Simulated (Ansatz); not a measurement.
Run report: SiO$_{2}$, molecular dynamics (part 2 of 3)

The same run, continued: SiO$_{2}$ (slab, 24 atoms in the cell); DFT PBE, scalar-relativistic, plane waves, PAW, PAW set soft_1, no spin polarisation (Ansatz 0.2.0); cutoff 420 eV, 2×2×1 k-mesh, Fermi–Dirac smearing of 0.05 eV. The structure derives from an entry of the Crystallography Open Database. The input holds or restrains some coordinates. It belongs to a series of runs on one base structure; here: dynamics from the last frame of the run before.

Geometry of the input (Å; fractional positions):
```
5.9206  0.0000  0.0000
0.0000  5.3368  0.0000
0.0000  0.0000  17.7714
Si 0.0000  0.0000  0.0563
Si 0.5000  0.2500  0.0563
O  0.9960  -0.0050  0.1675
O  0.1941  0.2500  0.0563
O  0.4976  -0.0014  0.1124
O  0.8059  0.2500  0.0563
Si 0.4897  -0.0502  0.2618
Si -0.0201  0.1849  0.2486
O  0.5169  -0.1442  0.3610
O  0.6904  0.1874  0.2655
O  0.0265  -0.0629  0.2985
O  0.3158  0.2112  0.2513
Si 0.0000  0.5000  0.0563
Si 0.5000  0.7500  0.0563
O  0.9911  0.4913  0.1622
O  0.1941  0.7500  0.0563
O  0.4992  0.4880  0.1186
O  0.8059  0.7500  0.0563
Si 0.5033  0.4661  0.2540
Si 0.0058  0.6893  0.2428
O  0.5164  0.5295  0.3481
O  0.6886  0.7263  0.2309
O  -0.0042  0.4445  0.2958
O  0.3208  0.7132  0.2342
```

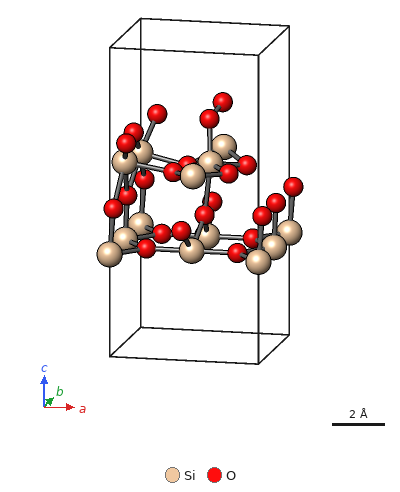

**Figure 1.** The geometry at step 74 of the log (ball-and-stick view of the cell of the calculation, with the vacuum cut short, seen slightly off an axis).

**Log, continued**
```
md step    35: t =    52.50 fs  T =  2266.0 K  F+E_penalty+E_count = -14168.14170556 eV  E_kin = 4.686427 eV  (11 SCF iters)
md step    36: t =    54.00 fs  T =  2009.2 K  F+E_penalty+E_count = -14167.65335694 eV  E_kin = 4.155244 eV  (10 SCF iters)
md step    37: t =    55.50 fs  T =  1756.4 K  F+E_penalty+E_count = -14167.22420919 eV  E_kin = 3.632448 eV  (10 SCF iters)
md step    38: t =    57.00 fs  T =  1691.6 K  F+E_penalty+E_count = -14166.93212330 eV  E_kin = 3.498464 eV  (9 SCF iters)
md step    39: t =    58.50 fs  T =  1803.5 K  F+E_penalty+E_count = -14166.81549651 eV  E_kin = 3.729886 eV  (9 SCF iters)
md step    40: t =    60.00 fs  T =  1955.2 K  F+E_penalty+E_count = -14166.92492204 eV  E_kin = 4.043661 eV  (12 SCF iters)
md step    41: t =    61.50 fs  T =  2038.8 K  F+E_penalty+E_count = -14167.21432145 eV  E_kin = 4.216651 eV  (9 SCF iters)
md step    42: t =    63.00 fs  T =  2190.0 K  F+E_penalty+E_count = -14167.56569105 eV  E_kin = 4.529188 eV  (10 SCF iters)
md step    43: t =    64.50 fs  T =  2244.4 K  F+E_penalty+E_count = -14167.89594908 eV  E_kin = 4.641822 eV  (10 SCF iters)
md step    44: t =    66.00 fs  T =  2364.2 K  F+E_penalty+E_count = -14168.18880749 eV  E_kin = 4.889491 eV  (10 SCF iters)
md step    45: t =    67.50 fs  T =  2329.2 K  F+E_penalty+E_count = -14168.40544839 eV  E_kin = 4.817075 eV  (10 SCF iters)
md step    46: t =    69.00 fs  T =  2492.5 K  F+E_penalty+E_count = -14168.53742630 eV  E_kin = 5.154875 eV  (11 SCF iters)
md step    47: t =    70.50 fs  T =  2390.1 K  F+E_penalty+E_count = -14168.56965896 eV  E_kin = 4.943161 eV  (11 SCF iters)
md step    48: t =    72.00 fs  T =  2554.7 K  F+E_penalty+E_count = -14168.51691987 eV  E_kin = 5.283485 eV  (10 SCF iters)
md step    49: t =    73.50 fs  T =  2600.0 K  F+E_penalty+E_count = -14168.41387933 eV  E_kin = 5.377189 eV  (9 SCF iters)
md step    50: t =    75.00 fs  T =  2538.7 K  F+E_penalty+E_count = -14168.30349920 eV  E_kin = 5.250450 eV  (16 SCF iters)
md step    51: t =    76.50 fs  T =  2248.4 K  F+E_penalty+E_count = -14168.17518654 eV  E_kin = 4.649956 eV  (12 SCF iters)
md step    52: t =    78.00 fs  T =  2160.5 K  F+E_penalty+E_count = -14168.04132557 eV  E_kin = 4.468202 eV  (12 SCF iters)
md step    53: t =    79.50 fs  T =  2103.5 K  F+E_penalty+E_count = -14167.88865550 eV  E_kin = 4.350458 eV  (12 SCF iters)
md step    54: t =    81.00 fs  T =  1991.9 K  F+E_penalty+E_count = -14167.70418868 eV  E_kin = 4.119502 eV  (11 SCF iters)
md step    55: t =    82.50 fs  T =  1842.8 K  F+E_penalty+E_count = -14167.57051360 eV  E_kin = 3.811297 eV  (12 SCF iters)
md step    56: t =    84.00 fs  T =  1675.4 K  F+E_penalty+E_count = -14167.55094949 eV  E_kin = 3.464948 eV  (9 SCF iters)
md step    57: t =    85.50 fs  T =  1777.3 K  F+E_penalty+E_count = -14167.63793337 eV  E_kin = 3.675746 eV  (12 SCF iters)
md step    58: t =    87.00 fs  T =  1753.6 K  F+E_penalty+E_count = -14167.80674568 eV  E_kin = 3.626668 eV  (13 SCF iters)
md step    59: t =    88.50 fs  T =  1913.9 K  F+E_penalty+E_count = -14168.04283956 eV  E_kin = 3.958193 eV  (11 SCF iters)
md step    60: t =    90.00 fs  T =  1850.5 K  F+E_penalty+E_count = -14168.26350745 eV  E_kin = 3.827159 eV  (15 SCF iters)
md step    61: t =    91.50 fs  T =  1917.5 K  F+E_penalty+E_count = -14168.42197070 eV  E_kin = 3.965706 eV  (9 SCF iters)
md step    62: t =    93.00 fs  T =  1901.4 K  F+E_penalty+E_count = -14168.52123440 eV  E_kin = 3.932436 eV  (10 SCF iters)
md step    63: t =    94.50 fs  T =  1808.2 K  F+E_penalty+E_count = -14168.55125749 eV  E_kin = 3.739722 eV  (12 SCF iters)
md step    64: t =    96.00 fs  T =  1669.4 K  F+E_penalty+E_count = -14168.51750270 eV  E_kin = 3.452627 eV  (12 SCF iters)
md step    65: t =    97.50 fs  T =  1660.2 K  F+E_penalty+E_count = -14168.41847902 eV  E_kin = 3.433556 eV  (11 SCF iters)
md step    66: t =    99.00 fs  T =  1771.7 K  F+E_penalty+E_count = -14168.27765194 eV  E_kin = 3.664087 eV  (13 SCF iters)
md step    67: t =   100.50 fs  T =  1682.6 K  F+E_penalty+E_count = -14168.15228294 eV  E_kin = 3.479819 eV  (12 SCF iters)
md step    68: t =   102.00 fs  T =  1594.7 K  F+E_penalty+E_count = -14168.04058393 eV  E_kin = 3.298076 eV  (12 SCF iters)
md step    69: t =   103.50 fs  T =  1578.5 K  F+E_penalty+E_count = -14167.90951894 eV  E_kin = 3.264640 eV  (13 SCF iters)
md step    70: t =   105.00 fs  T =  1460.4 K  F+E_penalty+E_count = -14167.76780568 eV  E_kin = 3.020362 eV  (16 SCF iters)
md step    71: t =   106.50 fs  T =  1496.1 K  F+E_penalty+E_count = -14167.65377200 eV  E_kin = 3.094205 eV  (13 SCF iters)
md step    72: t =   108.00 fs  T =  1499.4 K  F+E_penalty+E_count = -14167.56039725 eV  E_kin = 3.101024 eV  (13 SCF iters)
md step    73: t =   109.50 fs  T =  1561.0 K  F+E_penalty+E_count = -14167.50180501 eV  E_kin = 3.228481 eV  (14 SCF iters)
md step    74: t =   111.00 fs  T =  1575.6 K  F+E_penalty+E_count = -14167.50288610 eV  E_kin = 3.258496 eV  (14 SCF iters)
md step    75: t =   112.50 fs  T =  1627.7 K  F+E_penalty+E_count = -14167.57914007 eV  E_kin = 3.366422 eV  (14 SCF iters)
md step    76: t =   114.00 fs  T =  1636.7 K  F+E_penalty+E_count = -14167.69982802 eV  E_kin = 3.384857 eV  (13 SCF iters)
md step    77: t =   115.50 fs  T =  1726.8 K  F+E_penalty+E_count = -14167.83991328 eV  E_kin = 3.571201 eV  (14 SCF iters)
md step    78: t =   117.00 fs  T =  1868.2 K  F+E_penalty+E_count = -14168.00944625 eV  E_kin = 3.863776 eV  (13 SCF iters)
md step    79: t =   118.50 fs  T =  1868.8 K  F+E_penalty+E_count = -14168.15750369 eV  E_kin = 3.864902 eV  (12 SCF iters)
md step    80: t =   120.00 fs  T =  1636.2 K  F+E_penalty+E_count = -14168.23446015 eV  E_kin = 3.384013 eV  (16 SCF iters)
md step    81: t =   121.50 fs  T =  1693.0 K  F+E_penalty+E_count = -14168.25668766 eV  E_kin = 3.501427 eV  (12 SCF iters)
md step    82: t =   123.00 fs  T =  1781.2 K  F+E_penalty+E_count = -14168.25738191 eV  E_kin = 3.683891 eV  (12 SCF iters)
md step    83: t =   124.50 fs  T =  1671.1 K  F+E_penalty+E_count = -14168.26391411 eV  E_kin = 3.456033 eV  (13 SCF iters)
md step    84: t =   126.00 fs  T =  1735.2 K  F+E_penalty+E_count = -14168.30357026 eV  E_kin = 3.588672 eV  (13 SCF iters)
md step    85: t =   127.50 fs  T =  1692.5 K  F+E_penalty+E_count = -14168.37918575 eV  E_kin = 3.500406 eV  (12 SCF iters)
md step    86: t =   129.00 fs  T =  1734.6 K  F+E_penalty+E_count = -14168.49733438 eV  E_kin = 3.587457 eV  (13 SCF iters)
md step    87: t =   130.50 fs  T =  1878.6 K  F+E_penalty+E_count = -14168.61644902 eV  E_kin = 3.885147 eV  (12 SCF iters)
md step    88: t =   132.00 fs  T =  1868.2 K  F+E_penalty+E_count = -14168.67661180 eV  E_kin = 3.863729 eV  (12 SCF iters)
md step    89: t =   133.50 fs  T =  1898.1 K  F+E_penalty+E_count = -14168.67114738 eV  E_kin = 3.925656 eV  (12 SCF iters)
md step    90: t =   135.00 fs  T =  1925.8 K  F+E_penalty+E_count = -14168.60519858 eV  E_kin = 3.982902 eV  (14 SCF iters)
md step    91: t =   136.50 fs  T =  2050.9 K  F+E_penalty+E_count = -14168.49825819 eV  E_kin = 4.241552 eV  (10 SCF iters)
md step    92: t =   138.00 fs  T =  1963.6 K  F+E_penalty+E_count = -14168.39309512 eV  E_kin = 4.061049 eV  (8 SCF iters)
md step    93: t =   139.50 fs  T =  1956.3 K  F+E_penalty+E_count = -14168.31837103 eV  E_kin = 4.045911 eV  (10 SCF iters)
md step    94: t =   141.00 fs  T =  1973.7 K  F+E_penalty+E_count = -14168.28414505 eV  E_kin = 4.081970 eV  (10 SCF iters)
md step    95: t =   142.50 fs  T =  2001.7 K  F+E_penalty+E_count = -14168.31486556 eV  E_kin = 4.139904 eV  (10 SCF iters)
md step    96: t =   144.00 fs  T =  1928.3 K  F+E_penalty+E_count = -14168.44026958 eV  E_kin = 3.987981 eV  (11 SCF iters)
md step    97: t =   145.50 fs  T =  1935.0 K  F+E_penalty+E_count = -14168.65716258 eV  E_kin = 4.001912 eV  (11 SCF iters)
md step    98: t =   147.00 fs  T =  2172.6 K  F+E_penalty+E_count = -14168.91331250 eV  E_kin = 4.493359 eV  (10 SCF iters)
md step    99: t =   148.50 fs  T =  2342.7 K  F+E_penalty+E_count = -14169.12587114 eV  E_kin = 4.845026 eV  (10 SCF iters)
md step   100: t =   150.00 fs  T =  2388.6 K  F+E_penalty+E_count = -14169.27107961 eV  E_kin = 4.939951 eV  (13 SCF iters)
md step   101: t =   151.50 fs  T =  2341.7 K  F+E_penalty+E_count = -14169.34249674 eV  E_kin = 4.843019 eV  (7 SCF iters)
md step   102: t =   153.00 fs  T =  2234.1 K  F+E_penalty+E_count = -14169.31951720 eV  E_kin = 4.620408 eV  (7 SCF iters)
md step   103: t =   154.50 fs  T =  2010.8 K  F+E_penalty+E_count = -14169.19013929 eV  E_kin = 4.158647 eV  (10 SCF iters)
md step   104: t =   156.00 fs  T =  1837.1 K  F+E_penalty+E_count = -14168.98295900 eV  E_kin = 3.799437 eV  (11 SCF iters)
md step   105: t =   157.50 fs  T =  1802.9 K  F+E_penalty+E_count = -14168.76215174 eV  E_kin = 3.728755 eV  (12 SCF iters)
md step   106: t =   159.00 fs  T =  1661.7 K  F+E_penalty+E_count = -14168.57096802 eV  E_kin = 3.436590 eV  (12 SCF iters)
md step   107: t =   160.50 fs  T =  1508.2 K  F+E_penalty+E_count = -14168.39449550 eV  E_kin = 3.119259 eV  (11 SCF iters)
md step   108: t =   162.00 fs  T =  1409.4 K  F+E_penalty+E_count = -14168.23402704 eV  E_kin = 2.914842 eV  (12 SCF iters)
md step   109: t =   163.50 fs  T =  1196.1 K  F+E_penalty+E_count = -14168.11680869 eV  E_kin = 2.473684 eV  (12 SCF iters)
md step   110: t =   165.00 fs  T =  1154.3 K  F+E_penalty+E_count = -14168.00749773 eV  E_kin = 2.387336 eV  (14 SCF iters)
md step   111: t =   166.50 fs  T =  1118.0 K  F+E_penalty+E_count = -14167.89947798 eV  E_kin = 2.312276 eV  (13 SCF iters)
preconditioner: auto → LDOS  [metal: Δε(μ)=0.079 eV
[...]
SCF iter   6: F=—  HF=-14169.489633 eV  |F-HF|=—  |Δ(HF+E_count)|=   7.52e-5  Δρ=1.01e-4  dr2=5.71e-5  ethr=2.23e-7  ⟨swp⟩=2.0  Hψ=589  notcnv=0  defer=20
SCF iter   7: F=—  HF=-14169.489579 eV  |F-HF|=—  |Δ(HF+E_count)|=   5.45e-5  Δρ=4.76e-5  dr2=1.31e-5  ethr=4.46e-8  ⟨swp⟩=2.5  Hψ=572  notcnv=0  defer=20
SCF iter   8: F=—  HF=-14169.489532 eV  |F-HF|=—  |Δ(HF+E_count)|=   4.74e-5  Δρ=3.00e-5  dr2=4.69e-6  ethr=1.02e-8  ⟨swp⟩=2.2  Hψ=518  notcnv=0  defer=20
SCF iter   9: F=—  HF=-14169.489536 eV  |F-HF|=—  |Δ(HF+E_count)|=   4.79e-6  Δρ=1.67e-5  dr2=1.48e-6  ethr=3.66e-9  ⟨swp⟩=2.0  Hψ=437  notcnv=0  defer=20
SCF iter  10: F=—  HF=-14169.489538 eV  |F-HF|=—  |Δ(HF+E_count)|=   2.01e-6  Δρ=6.58e-6  dr2=2.19e-7  ethr=1.15e-9  ⟨swp⟩=2.0  Hψ=442  notcnv=0  defer=20
SCF iter  11: F=—  HF=-14169.489539 eV  |F-HF|=—  |Δ(HF+E_count)|=   6.11e-7  Δρ=3.08e-6  dr2=5.45e-8  ethr=1.71e-10  ⟨swp⟩=2.0  Hψ=523  notcnv=0  defer=20
SCF iter  12: F=-14169.489539 eV  HF=-14169.489539 eV  |F-HF|=9.47e-8  |Δ(HF+E_count)|=   1.68e-7  Δρ=1.51e-6  dr2=1.38e-8  ethr=1.87e-11  ⟨swp⟩=5.2  Hψ=1310  notcnv=0
SCF 121 converged in 12 iterations: F = -14169.489539 eV  dr2 = 1.38e-8
md step   120: t =   180.00 fs  T =  1845.8 K  F+E_penalty+E_count = -14169.48953924 eV  E_kin = 3.817472 eV  (12 SCF iters)
```

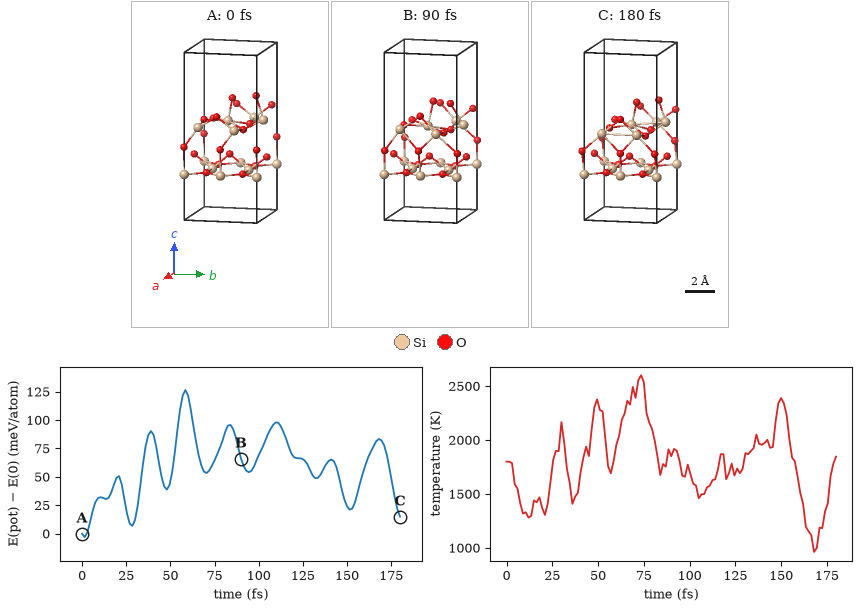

**Figure 2.** Frames of the molecular dynamics (ball-and-stick, simulation cell, with the vacuum cut short, seen slightly off an axis) above the curves, on which the letters mark them. The trajectory kept here has 121 frames over 180 fs. The temperature starts at 1800 K, ranges from 963 to 2600 K and averages 1715 K over the second half. The potential energy ends 15.0 meV/atom above its first value. With the common drift removed, the root-mean-square displacement is 0.35 Å, and O10 has moved furthest (0.73 Å).

```
SCF converged after 12 iterations
Free energy (F): -14169.489539 eV
Harris-Foulkes:  -14169.489539 eV  (|F-HF|=9.47e-8)
Internal energy: -14169.426453 eV  (E = F + TS)
E sigma→0 (E₀):  -14169.457996 eV
Entropy (-TS):   -0.063086 eV (-2.629 meV/atom)
Fermi energy:    -0.112482 eV
--- Per-component energies (eV) ---
  E_band       = -1152.402487
  E_kinetic    = 3107.116052
  E_local      = -65226.907309  (includes V_loc(G=0)·N_el)
  E_nonlocal   = 1003.172414
  E_hartree    = 31271.415012
  E_xc         = -1610.373083
  E_vxc        = -1863.489323  (∫ρ·V_xc dr)
  E_paw        = -6702.447621  (= ΣΔE_a)
  E_vpaw       = -715.130370  (= ΣTr[D̂ρ^β])
  E_aug_tail   = 0.012691  (compensation charges beyond the density's cutoff)
  E_ewald      = 23988.585391
  E_smearing   = -0.063086  (= −TS)
  E_closure    = 0.000000  (closes the sum)
  Σ components = -14169.489539   (vs F -14169.489539, Δ=0.00e0)
--- Forces (eV/Å), atoms counted from 1 ---
  atom   1  Si     0.57089663    -0.26424237     6.13252735
  atom   2  Si    -0.20657260    -1.65885667     0.09219139
  atom   3  O     -1.06992466     2.79366595    -0.93718985
  atom   4  O     -1.32719242     0.22919934    -3.73411102
  atom   5  O      0.73336905     0.94298583    -2.31099856
  atom   6  O      1.89024940    -0.81933528    -3.19202481
  atom   7  Si    -0.94729665     0.62256755    -2.37660296
  atom   8  Si     0.68172311    -1.33492196     2.29541484
  atom   9  O      0.16424426    -2.32127849    -0.30632482
  atom  10  O      1.23521882    -1.20056162    -0.95488365
  atom  11  O      0.32221612     0.82509908     1.14576380
  atom  12  O     -2.64858334    -0.15190927    -0.52632920
  atom  13  Si     0.28844756     0.12248948     4.03260035
  atom  14  Si    -0.11142915     0.40939058     1.14183275
  atom  15  O     -0.11177152    -1.65941165     2.78323144
  atom  16  O     -0.96482874    -0.64692545    -4.20297982
  atom  17  O     -1.17695571     0.65936329     0.08574584
  atom  18  O      1.53946428     0.40888706    -3.41915776
  atom  19  Si     1.13847004    -1.00254444     1.01762192
  atom  20  Si     0.74485391     2.58708385    -0.24532527
  atom  21  O     -0.73521251     1.52630644     0.22847318
  atom  22  O      1.60670218    -0.04862317     1.97762577
  atom  23  O      1.26728730    -0.84848128    -0.99000627
  atom  24  O     -2.88338666     0.83000014     2.26287936
  max |Σ_I F_I| component: 5.31e-5 eV/Å
--- MD trajectory: 120 steps, t = 0.0 → 180.0 fs ---
  final state: T = 1845.8 K   F+E_penalty+E_count = -14169.48953924 eV   E_kin = 3.817472 eV
```

**Trajectory as extended XYZ (Å, eV, eV/Å), 9 of the 121 frames kept, from step=0 to step=120**
```
24
Lattice="5.9206 0.0000 0.0000 0.0000 5.3368 0.0000 0.0000 0.0000 17.7714" Properties=species:S:1:pos:R:3:forces:R:3 step=0 time_fs=0.0 energy=-14169.84990 temperature=1800.0
Si    0.0000    0.0000    1.0000   -0.1241   0.1606   7.7992
Si    2.9603    1.3342    1.0000   -0.0269   0.9495   1.0533
O     5.8970   -0.0265    2.9765    0.0347   0.1165  -2.1463
O     1.1492    1.3342    1.0000   -1.8867  -0.2239  -2.9318
O     2.9463   -0.0076    1.9974    0.1183   0.1162  -0.5234
O     4.7714    1.3342    1.0000    1.7737  -0.2913  -2.9916
Si    2.8992   -0.2680    4.6531    1.1306  -0.1585   2.1954
Si   -0.1190    0.9869    4.4177    1.2136   0.0687  -1.3089
O     3.0606   -0.7698    6.4161   -0.4684  -2.9498  -2.0002
O     4.0874    1.0002    4.7181   -1.1437   1.1907  -1.6841
O     0.1571   -0.3357    5.3053   -0.5141  -0.8876   1.5427
O     1.8696    1.1272    4.4666    0.8404  -0.0338  -0.9853
Si    0.0000    2.6684    1.0000   -0.1467  -0.0787   8.2234
Si    2.9603    4.0026    1.0000    0.0655  -1.9798   1.5870
O     5.8677    2.6218    2.8832    0.3965  -0.0733  -1.8765
O     1.1492    4.0026    1.0000   -1.8440   0.1040  -2.6753
O     2.9554    2.6041    2.1072    0.0521   0.6592  -1.2792
O     4.7714    4.0026    1.0000    1.7464   0.1850  -2.8224
Si    2.9796    2.4873    4.5136    0.5291   0.3214   0.7463
Si    0.0345    3.6786    4.3154   -0.4931   1.2752  -2.1786
O     3.0572    2.8260    6.1865   -0.0923   3.0780   1.3700
O     4.0770    3.8763    4.1040    0.6935  -1.1505   0.2155
O    -0.0251    2.3720    5.2573    0.2672   0.5035   1.3573
O     1.8993    3.8065    4.1625   -2.1215  -0.9013  -0.6865
```
